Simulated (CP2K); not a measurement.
## Energy of AlCo along an even scaling of the cell

System: AlCo (Pm-3m, 2 atoms in the cell).
Method: Kohn-Sham DFT of a periodic cell, PBE, GTH-PBE with UZH-TZVP basis, spin-polarised (CP2K 2026.2).

The 6 runs differ only in the geometry, by an even scaling of the cell at fixed fractional positions. The structure derives from a Materials Project entry.

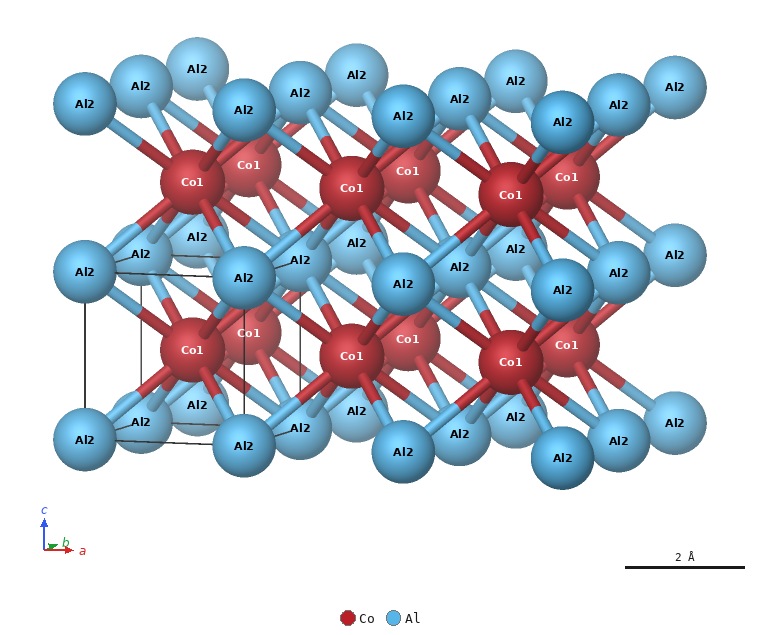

Figure 1. The structure of run 4 (ball-and-stick view of the cell of the calculation, repeated 3 × 2 × 2, seen slightly off an axis; atoms are numbered from 1 in the order of the input).

**Input of run 4**
```
&GLOBAL
  PROJECT alco_eos
  RUN_TYPE ENERGY_FORCE
  PRINT_LEVEL LOW
&END GLOBAL
&FORCE_EVAL
  METHOD QS
  STRESS_TENSOR ANALYTICAL
  &DFT
    BASIS_SET_FILE_NAME BASIS_MOLOPT_UZH
    POTENTIAL_FILE_NAME POTENTIAL_UZH
    UKS T
    MULTIPLICITY 3
    WFN_RESTART_FILE_NAME previous-RESTART.kp
    &MGRID
      CUTOFF 850
      REL_CUTOFF 60
      NGRIDS 4
    &END MGRID
    &QS
      METHOD GPW
      EPS_DEFAULT 1.0E-10
    &END QS
    &KPOINTS
      SCHEME MONKHORST-PACK 9 9 9
      GAMMA_CENTERED T
      SYMMETRY T
      SYMMETRY_BACKEND SPGLIB
    &END KPOINTS
    &SCF
      SCF_GUESS RESTART
      EPS_SCF 1.0E-6
      MAX_SCF 150
      ADDED_MOS 13 15
      CHOLESKY OFF
      EPS_EIGVAL 1.0E-7
      &DIAGONALIZATION ON
        ALGORITHM STANDARD
      &END DIAGONALIZATION
      &MIXING ON
        METHOD BROYDEN_MIXING
        ALPHA 0.2
        BETA 1.5
        NBUFFER 10
      &END MIXING
      &SMEAR ON
        METHOD FERMI_DIRAC
        ELECTRONIC_TEMPERATURE [K] 580.226
      &END SMEAR
    &END SCF
    &XC
      &XC_FUNCTIONAL PBE
      &END XC_FUNCTIONAL
    &END XC
    &PRINT
      &KPOINTS ON
      &END KPOINTS
      &MULLIKEN ON
      &END MULLIKEN
      &MO ON
        ENERGIES T
        OCCUPATION_NUMBERS T
        &EACH
          QS_SCF 0
        &END EACH
        ADD_LAST NUMERIC
      &END MO
    &END PRINT
  &END DFT
  &SUBSYS
    &CELL
      A 2.8380752986 0.0000000000 0.0000000000
      B 0.0000000000 2.8380752986 0.0000000000
      C 0.0000000000 0.0000000000 2.8380752986
      PERIODIC XYZ
    &END CELL
    &COORD
      Co  1.4190376493 1.4190376493 1.4190376493
      Al  0.0000000000 0.0000000000 0.0000000000
    &END COORD
    &KIND Co
      BASIS_SET TZVP-MOLOPT-PBE-GTH-q17
      POTENTIAL GTH-PBE-q17
      MAGNETIZATION 2.0
    &END KIND
    &KIND Al
      BASIS_SET TZVP-MOLOPT-PBE-GTH-q3
      POTENTIAL GTH-PBE-q3
    &END KIND
    &PRINT
      &ATOMIC_COORDINATES ON
      &END ATOMIC_COORDINATES
      &CELL ON
      &END CELL
    &END PRINT
  &END SUBSYS
  &PRINT
    &FORCES ON
    &END FORCES
    &STRESS_TENSOR ON
    &END STRESS_TENSOR
  &END PRINT
&END FORCE_EVAL
```

Command:
```bash
OMP_NUM_THREADS=1 cp2k.psmp -i alco_eos.inp -o alco_eos.out
```

Run 3 differs from it as follows:
```diff
-      A 2.8380752986 0.0000000000 0.0000000000
-      B 0.0000000000 2.8380752986 0.0000000000
-      C 0.0000000000 0.0000000000 2.8380752986
+      A 2.8004804707 0.0000000000 0.0000000000
+      B 0.0000000000 2.8004804707 0.0000000000
+      C 0.0000000000 0.0000000000 2.8004804707
-      Co  1.4190376493 1.4190376493 1.4190376493
+      Co  1.4002402354 1.4002402354 1.4002402354
```

**Results, with one run withheld**

| run | volume per atom (Å³) | free energy per atom, from the lowest run given (meV) | pressure (GPa) |
| --- | --- | --- | --- |
| 1 | 10.533 | 64.08 | 21.06 |
| 2 | 10.758 | 38.41 | 15.73 |
| 3 | 10.982 | ? | ? |
| 4 | 11.430 | 1.20 | 2.66 |
| 5 | 11.654 | 0.00 | −0.89 |
| 6 | 11.878 | 3.52 | −4.09 |

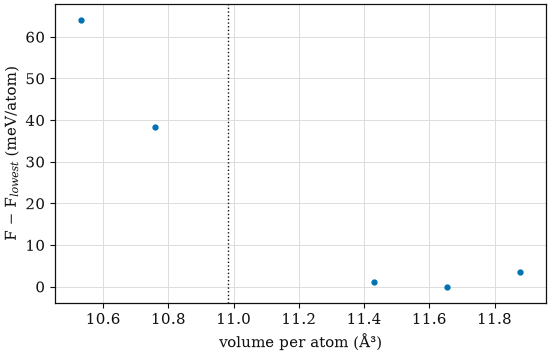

Figure 2. Free energy per atom of the runs given; the dotted line marks run 3.

Fit the runs given and predict run 3.

A cubic polynomial in V^(−2/3) (the Birch–Murnaghan form), fitted to the 5 runs given, misses them by at most 0.01 meV per atom. With x = V^(−2/3) − 0.19940 Å⁻², it reads F = 6.6657 + 3242.9 x + 3.8451e+05 x² − 42265 x³ (meV per atom). At run 3 it gives 19.86 meV per atom, and the run itself gives 19.82. The slope of the fit gives a pressure −dF/dV of 10.92 GPa there, and the run prints 10.93 GPa. The fit has its minimum at 11.597 Å³ per atom, where V d²F/dV² gives 180 GPa: the bulk modulus at this level, since symmetry fixes the shape and the positions.

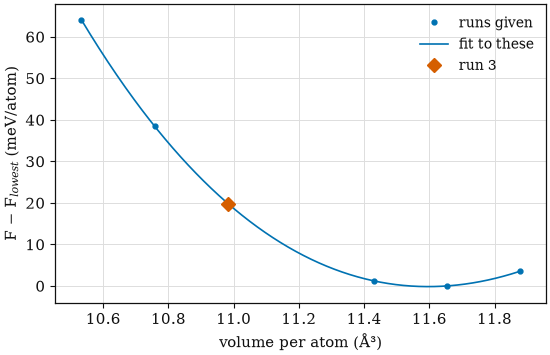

Figure 3. The fit and the withheld run.

**Some lines of the output (run 3)**
```
[...]
 CELL| Volume [angstrom^3]:                                            21.963303
 CELL_REF| Volume [angstrom^3]:                                        21.963303
                        Smear method:                                FERMI_DIRAC
  Step     Update method      Time    Convergence         Total energy    Change
  Fermi energy:                                                 0.45380646227191
  Total energy:                                              -147.47996803273625
  Total energy (extrapolated to T->0):                       -147.47988993788891
 MO| E(Fermi):            0.453806 a.u.         12.348702 eV
```
